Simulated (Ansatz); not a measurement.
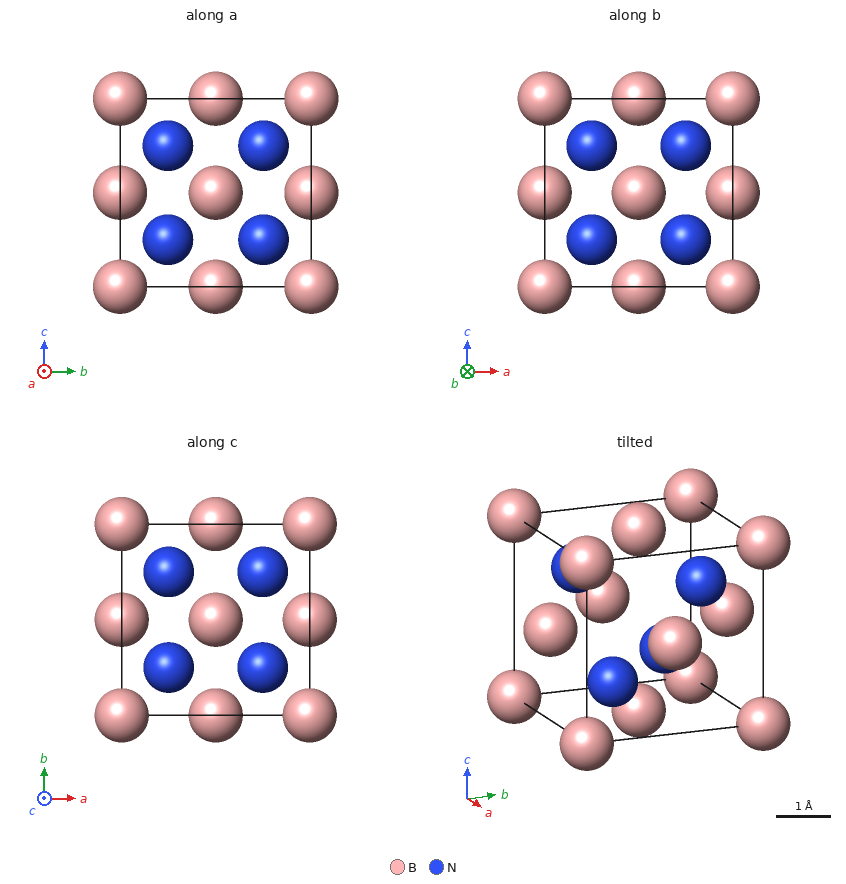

An orthographic spheres-only view of the structure, along the a axis, along the b axis, along the c axis and slightly off an axis. The drawn cell (a repeat of the simulation cell) is drawn as a box.

Lattice parameters: a = 3.5479 Å, b = 3.6097 Å, c = 3.5479 Å, α = 90.000°, β = 90.000°, γ = 90.000°.

Question: Write the structure as a CIF in P1 with every atom of the cell.

Answer:
```cif
data_structure
_symmetry_space_group_name_H-M 'P 1'
_symmetry_Int_Tables_number 1
_cell_length_a 3.5479
_cell_length_b 3.6097
_cell_length_c 3.5479
_cell_angle_alpha 90.000
_cell_angle_beta 90.000
_cell_angle_gamma 90.000
_cell_volume 45.44
loop_
_atom_site_label
_atom_site_type_symbol
_atom_site_fract_x
_atom_site_fract_y
_atom_site_fract_z
_atom_site_occupancy
B1 B 0.0000 0.0000 0.0000 1
N1 N 0.7500 0.2500 0.2500 1
B2 B 0.5000 0.0000 0.5000 1
N2 N 0.2500 0.2500 0.7500 1
B3 B 0.5000 0.5000 0.0000 1
N3 N 0.2500 0.7500 0.2500 1
B4 B 0.0000 0.5000 0.5000 1
N4 N 0.7500 0.7500 0.7500 1
```

Source of the structure: a structure type filled with these elements by a generator (whether the compound takes this form wasn't checked). The cell was then strained or its atoms displaced on purpose. An electronic-structure calculation with Ansatz was run on it.

At this level of theory the cell isn't at rest (compressed, at 10 GPa), so its distances can differ from those at equilibrium, the more so the softer the solid.
